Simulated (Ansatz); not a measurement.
One cell, run at 5 values of the response cutoff (empty bands raised with it).
The run: BP (F-43m, 2 atoms in the cell), by Ansatz 0.2.0-dev, G0W0@PBE, full frequency by contour deformation, norm-conserving pseudopotentials; cutoff 1116 eV, 2×2×2 k-mesh.
Dashed lines or grey bands mark the tolerance: 0.05 eV.
Values: 180 eV, 280 eV, 350 eV, 444.7 eV and 706.7 eV.

**How do the results converge (to 0.05 eV)?**

The quasiparticle gap is within 0.05 eV of the largest setting's value from 280 eV on. It is 1.76 eV at 180 eV and 1.84 eV at 706.7 eV. The last step still moves it by 0.009 eV in the same direction, so the limit lies further: extrapolating the last two points as the cutoff to the power −3/2 gives about 1.85 eV, so against that limit 280 eV still holds. On so coarse a k-mesh the values belong to these settings and aren't the crystal's converged gap. The potentials or cutoffs used are known to leave an error of their own, so the limit of this scan isn't the converged value for the crystal.

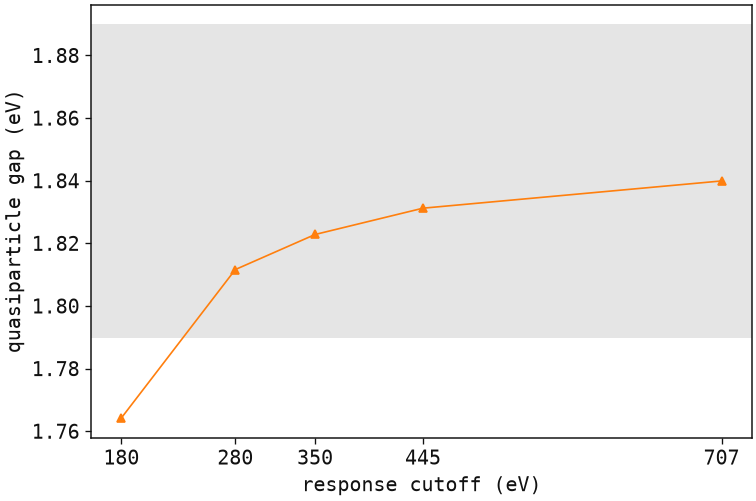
